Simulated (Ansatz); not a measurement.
Geometry relaxation of TiSi6 (part 3 of 3)

TiSi6 (slab, 7 atoms in the cell); DFT PBEsol, scalar-relativistic, plane waves, PAW, spin-polarised (Ansatz 0.2.0); cutoff 420 eV, 9×9×1 k-mesh, Gaussian smearing of 0.05 eV, collinear spins. The structure derives from a Materials Project entry. The input holds or restrains some coordinates. Forces given for the steps count only the free coordinates. It belongs to a series of runs on one base structure; here: Ti put at a bridge Si-Si site.

Geometry of the input (Å; fractional positions):
```
3.8249  0.0000  0.0000
-1.9124  3.3125  0.0000
0.0000  0.0000  26.1211
Si 0.6667  0.3333  0.3254
Si 0.3333  0.6667  0.3559
Si 0.3333  0.6667  0.4465
Si 0.6667  0.3333  0.4756
Si 0.6667  0.3333  0.5673
Si 0.3333  0.6667  0.5929
Ti 0.0000  0.5000  0.6879
```

### Output, continued
```
  k-point 24 ↓: bands = ["-55.9834", "-32.4941", "-32.3508", "-32.3287", "-9.1133", "-8.3597", "-7.4898", "-7.1828", "-6.5479", "-5.7399", "-3.7106", "-2.8337", "-2.6643", "-2.1821", "-1.7253", "-1.6323", "-0.0486", "0.1869", "1.1913", "1.5983", "1.9021", "2.2672", "2.4322", "2.8050", "3.0353", "3.5532"]
--- Relaxed structure (11 steps of the walk, 11 accepted, 0 SCFs on fresh bases) ---
  F+E_penalty+E_count = -6199.81030783 eV   max|allowed force component| = 5.710e-3 eV/Å
  atoms:
    - { symbol: Si, position: [0.6666666667, 0.33333333335, 0.3254070339] }
    - { symbol: Si, position: [0.3333333333, 0.66666666665, 0.35591225289999995] }
    - { symbol: Si, position: [0.3333333333, 0.66666666665, 0.4464642099999999] }
    - { symbol: Si, position: [0.6666635851725031, 0.3333317925862516, 0.47665183233253244] }
    - { symbol: Si, position: [0.6666575459967513, 0.33332877299837554, 0.565541685456719] }
    - { symbol: Si, position: [0.33309882741699137, 0.6665494137084955, 0.6084635700631682] }
    - { symbol: Ti, position: [-0.3335494531124431, 0.3332252734437784, 0.6573069904548504] }
--- Löwdin populations: 7 sites ---
  site symbol       q [e]    m [muB]
     0     Si      3.9547    -0.6194
     1     Si      3.9776    -0.0048
     2     Si      3.9438    -0.0935
     3     Si      3.9516    -0.0305
     4     Si      3.9343    -0.0094
     5     Si      4.2844    -0.0440
     6     Ti     11.5370     0.8032
  spilling = 0.011576 (of n_electrons = 36.000000)
```

### File populations.tsv
```
# site	symbol	l	j	q_up	q_dn
# orbitals = lowdin
# n_electrons = 36.000000
# spilling = 0.011576
0	Si	0_3S	-	0.631469	0.706694
0	Si	1_3P	-	1.036199	1.580343
1	Si	0_3S	-	0.594895	0.593613
1	Si	1_3P	-	1.391474	1.397599
2	Si	0_3S	-	0.603713	0.616751
2	Si	1_3P	-	1.321424	1.401910
3	Si	0_3S	-	0.589338	0.595888
3	Si	1_3P	-	1.371175	1.395168
4	Si	0_3S	-	0.627117	0.635587
4	Si	1_3P	-	1.335327	1.336226
5	Si	0_3S	-	0.642990	0.641040
5	Si	1_3P	-	1.477216	1.523150
6	Ti	0_3S	-	0.969631	0.969986
6	Ti	0_4S	-	0.356913	0.250053
6	Ti	1_3P	-	2.990963	2.990598
6	Ti	2_3D	-	1.852594	1.156226
```

### Trajectory as extended XYZ (Å, eV, eV/Å), 11 frames, from step=1 to step=11
```
7
Lattice="3.8249 0.0000 0.0000 -1.9124 3.3125 0.0000 0.0000 0.0000 26.1211" Properties=species:S:1:pos:R:3:forces:R:3 step=1 energy=-6198.25543
Si    1.9124    1.1041    8.5000    0.0098   0.0057   0.4052
Si    0.0000    2.2083    9.2968    0.0053   0.0030  -0.6579
Si    0.0000    2.2083   11.6622   -0.0111  -0.0064   0.0622
Si    1.9124    1.1041   12.4243    0.0530   0.0306   0.0452
Si    1.9124    1.1041   14.8176   -0.1504  -0.0868  -0.4999
Si    0.0000    2.2083   15.4882    0.1457   0.0841   1.4633
Ti   -0.9562    1.6562   17.9682   -0.0524  -0.0303  -0.8186
7
Lattice="3.8249 0.0000 0.0000 -1.9124 3.3125 0.0000 0.0000 0.0000 26.1211" Properties=species:S:1:pos:R:3:forces:R:3 step=2 energy=-6198.51104
Si    1.9124    1.1041    8.5000   -0.0031  -0.0018   0.4082
Si    0.0000    2.2083    9.2968    0.0128   0.0074  -0.6095
Si    0.0000    2.2083   11.6622    0.0365   0.0211   0.1838
Si    1.9159    1.1062   12.4426    0.0493   0.0285   0.1266
Si    1.9266    1.1123   14.8451   -0.1052  -0.0607  -0.1623
Si    0.0257    2.2231   15.6316    0.2979   0.1720   0.9175
Ti   -1.1141    1.5651   17.9016   -0.2890  -0.1669  -0.8633
7
Lattice="3.8249 0.0000 0.0000 -1.9124 3.3125 0.0000 0.0000 0.0000 26.1211" Properties=species:S:1:pos:R:3:forces:R:3 step=3 energy=-6198.78842
Si    1.9124    1.1041    8.5000   -0.0024  -0.0014   0.4011
Si    0.0000    2.2083    9.2968    0.0076   0.0044  -0.5778
Si    0.0000    2.2083   11.6622    0.0794   0.0459   0.3004
Si    1.9197    1.1083   12.4592    0.0527   0.0304   0.1758
Si    1.9465    1.1238   14.8691   -0.0990  -0.0572   0.2220
Si    0.0576    2.2415   15.7672    0.5414   0.3126   0.4142
Ti   -1.2661    1.4773   17.8166   -0.5800  -0.3349  -0.9353
7
Lattice="3.8249 0.0000 0.0000 -1.9124 3.3125 0.0000 0.0000 0.0000 26.1211" Properties=species:S:1:pos:R:3:forces:R:3 step=4 energy=-6199.06065
Si    1.9124    1.1041    8.5000   -0.0009  -0.0005   0.4026
Si    0.0000    2.2083    9.2968    0.0075   0.0043  -0.5700
Si    0.0000    2.2083   11.6622    0.1217   0.0703   0.4285
Si    1.9232    1.1103   12.4759    0.0174   0.0100   0.1888
Si    1.9636    1.1337   14.8938   -0.0375  -0.0216   0.5095
Si    0.0861    2.2580   15.9010    0.5979   0.3452   0.0654
Ti   -1.4212    1.3878   17.7395   -0.7072  -0.4083  -1.0242
7
Lattice="3.8249 0.0000 0.0000 -1.9124 3.3125 0.0000 0.0000 0.0000 26.1211" Properties=species:S:1:pos:R:3:forces:R:3 step=5 energy=-6199.35483
Si    1.9124    1.1041    8.5000   -0.0051  -0.0030   0.4055
Si    0.0000    2.2083    9.2968    0.0104   0.0060  -0.5462
Si    0.0000    2.2083   11.6622    0.1689   0.0975   0.4959
Si    1.9267    1.1124   12.4900   -0.0665  -0.0384   0.1888
Si    1.9855    1.1463   14.9134    0.1390   0.0802   0.6131
Si    0.1192    2.2771   16.0163    0.4202   0.2426   0.0512
Ti   -1.5678    1.3031   17.6431   -0.6669  -0.3850  -1.2080
7
Lattice="3.8249 0.0000 0.0000 -1.9124 3.3125 0.0000 0.0000 0.0000 26.1211" Properties=species:S:1:pos:R:3:forces:R:3 step=6 energy=-6199.59482
Si    1.9124    1.1041    8.5000   -0.0100  -0.0058   0.3957
Si    0.0000    2.2083    9.2968    0.0076   0.0044  -0.4899
Si    0.0000    2.2083   11.6622    0.2100   0.1213   0.5399
Si    1.9300    1.1143   12.5029   -0.1332  -0.0769   0.2677
Si    2.0096    1.1603   14.9307    0.1707   0.0985   0.5050
Si    0.1542    2.2973   16.1240   -0.0227  -0.0131  -0.1598
Ti   -1.7080    1.2222   17.5349   -0.2222  -0.1283  -1.0591
7
Lattice="3.8249 0.0000 0.0000 -1.9124 3.3125 0.0000 0.0000 0.0000 26.1211" Properties=species:S:1:pos:R:3:forces:R:3 step=7 energy=-6199.72432
Si    1.9124    1.1041    8.5000    0.0029   0.0017   0.4017
Si    0.0000    2.2083    9.2968    0.0030   0.0017  -0.4681
Si    0.0000    2.2083   11.6622    0.0837   0.0483   0.7418
Si    1.9202    1.1086   12.5361   -0.0050  -0.0029   0.1305
Si    2.0274    1.1705   14.9529    0.0490   0.0283  -0.7040
Si    0.1439    2.2914   16.1089    0.0120   0.0069  -0.2459
Ti   -1.7444    1.2012   17.3447   -0.1455  -0.0840   0.1442
7
Lattice="3.8249 0.0000 0.0000 -1.9124 3.3125 0.0000 0.0000 0.0000 26.1211" Properties=species:S:1:pos:R:3:forces:R:3 step=8 energy=-6199.80400
Si    1.9124    1.1041    8.5000    0.0021   0.0012   0.3996
Si    0.0000    2.2083    9.2968    0.0051   0.0030  -0.5260
Si    0.0000    2.2083   11.6622    0.0450   0.0260   0.2075
Si    1.9156    1.1060   12.4645   -0.0037  -0.0021  -0.1347
Si    2.0188    1.1655   14.7752    0.0022   0.0013   0.2010
Si    0.1146    2.2744   15.9170   -0.0990  -0.0572  -0.0815
Ti   -1.8106    1.1629   17.1835    0.0484   0.0280  -0.0656
7
Lattice="3.8249 0.0000 0.0000 -1.9124 3.3125 0.0000 0.0000 0.0000 26.1211" Properties=species:S:1:pos:R:3:forces:R:3 step=9 energy=-6199.80996
Si    1.9124    1.1041    8.5000    0.0005   0.0003   0.3980
Si    0.0000    2.2083    9.2968    0.0016   0.0009  -0.5364
Si    0.0000    2.2083   11.6622    0.0129   0.0075   0.1363
Si    1.9134    1.1047   12.4499    0.0008   0.0005   0.0039
Si    1.9442    1.1225   14.7718   -0.0051  -0.0029   0.0093
Si    0.0330    2.2274   15.8957   -0.0080  -0.0046  -0.0089
Ti   -1.8798    1.1230   17.1695   -0.0025  -0.0014  -0.0026
7
Lattice="3.8249 0.0000 0.0000 -1.9124 3.3125 0.0000 0.0000 0.0000 26.1211" Properties=species:S:1:pos:R:3:forces:R:3 step=10 energy=-6199.80996
Si    1.9124    1.1041    8.5000    0.0005   0.0003   0.3980
Si    0.0000    2.2083    9.2968    0.0016   0.0009  -0.5365
Si    0.0000    2.2083   11.6622    0.0129   0.0075   0.1363
Si    1.9134    1.1047   12.4499    0.0008   0.0005   0.0037
Si    1.9442    1.1225   14.7718   -0.0051  -0.0030   0.0097
Si    0.0330    2.2274   15.8957   -0.0080  -0.0046  -0.0084
Ti   -1.8798    1.1230   17.1695   -0.0026  -0.0015  -0.0028
7
Lattice="3.8249 0.0000 0.0000 -1.9124 3.3125 0.0000 0.0000 0.0000 26.1211" Properties=species:S:1:pos:R:3:forces:R:3 step=11 energy=-6199.81031
Si    1.9124    1.1041    8.5000    0.0000   0.0000   0.3982
Si    0.0000    2.2083    9.2968    0.0000   0.0000  -0.5360
Si    0.0000    2.2083   11.6622   -0.0001  -0.0001   0.1407
Si    1.9124    1.1041   12.4507    0.0000   0.0000  -0.0031
Si    1.9124    1.1041   14.7726   -0.0029  -0.0017  -0.0046
Si   -0.0007    2.2079   15.8938    0.0032   0.0019   0.0057
Ti   -1.9131    1.1038   17.1696   -0.0003  -0.0001  -0.0009
```

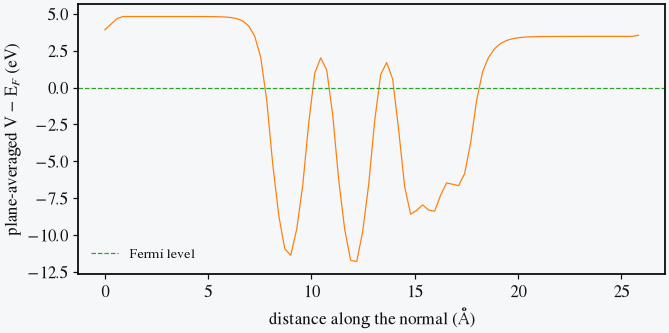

Figure 1. Plane average of the electrostatic potential energy of an electron across the cell, from the Fermi level. The vacuum level lies 3.47 eV above the Fermi level on the upper side and 4.82 eV on the lower.

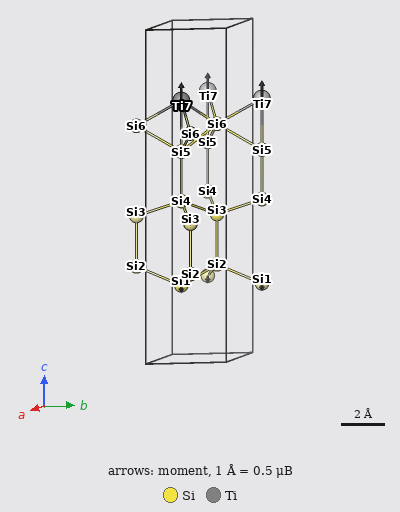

Figure 2. Magnetic moments of the sites as black arrows (ball-and-stick view of the cell of the calculation, with the vacuum cut short, seen slightly off an axis; neighbours outside the cell are drawn fainter; atoms are numbered from 1 in the order of the input); small moments hardly show. The run is collinear, so the axis drawn is arbitrary. Site moments: Ti7 (0.44 μB); Si1 (−0.19 μB). They are counted near the atoms and needn't add up to the moment of the cell.

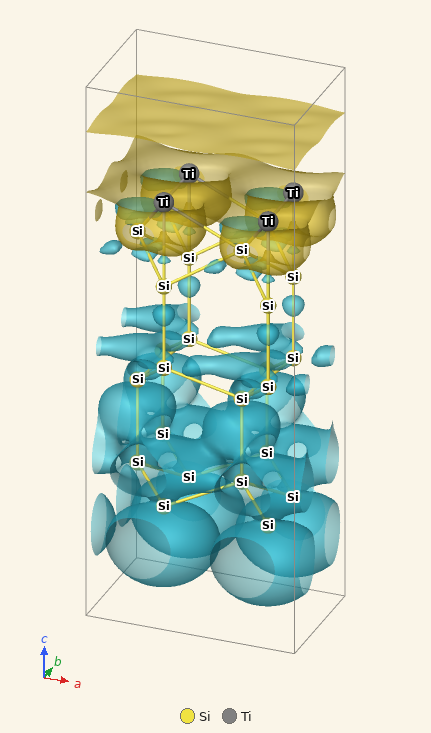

Figure 3. Isosurfaces of the spin density at +0.006 (yellow) and −0.006 e/Å³ (cyan), seen slightly off an axis. Sticks mark near contacts. The spin density sits on Ti: +0.4 μB in one cell of 7 atoms: a single local moment. The cell of the calculation (7 atoms) carries 0.0 μB net. In a PAW calculation such maps are meaningful between the atoms, not at the nuclei.

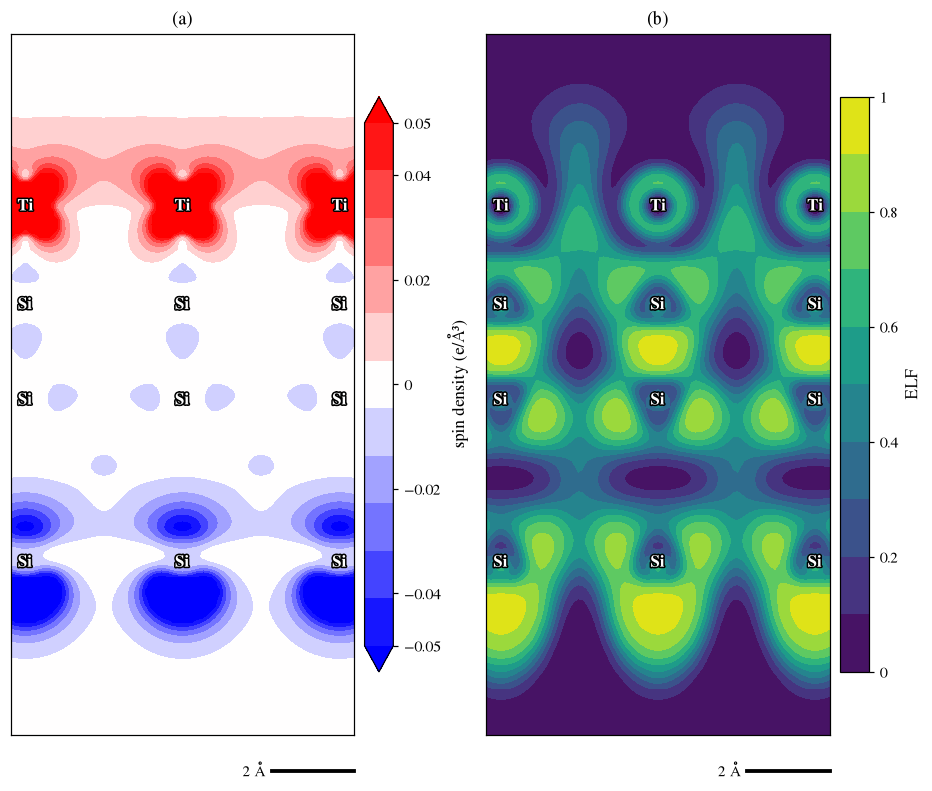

Figure 4. (a) spin density; (b) electron localisation function on the (11̄0) plane of the calculation cell, a cut from vacuum to vacuum. The section cuts through Si and Ti sites. Si–Si (2.32 Å): the ELF peaks at about 0.95 between the atoms, as expected for localised, shared-pair bonding. Ti–Si (2.40 Å): the ELF is about 0.40 at the midpoint. The strong features right at Ti lie inside the PAW spheres (semicore, d or f shells) and say nothing about bonding. The spin density sits on Ti: +0.4 μB in one cell of 7 atoms: a single local moment. The cell of the calculation (7 atoms) carries 0.0 μB net.

### Key numbers

```csv
quantity,value
outcome,converged under the restraints of the input
electrons treated,36
free energy,−6199.8103 eV
"work function, top face",3.47 eV
"work function, bottom face",4.82 eV
Fermi energy,0.664 eV
gap on the k-point mesh,none (metallic)
net moment of the cell,0.05 μB
integrated absolute moment,1.68 μB
final volume,330.95 Å³
work function (upper face),3.47 eV
"largest force (length of the vector) at the end, held atoms and coordinates included",0.536 eV/Å
wall time,8.3 min
peak memory,0.86 GiB
```

### Notes

The program warns: the exchange-correlation potential is rough where the density is thin.
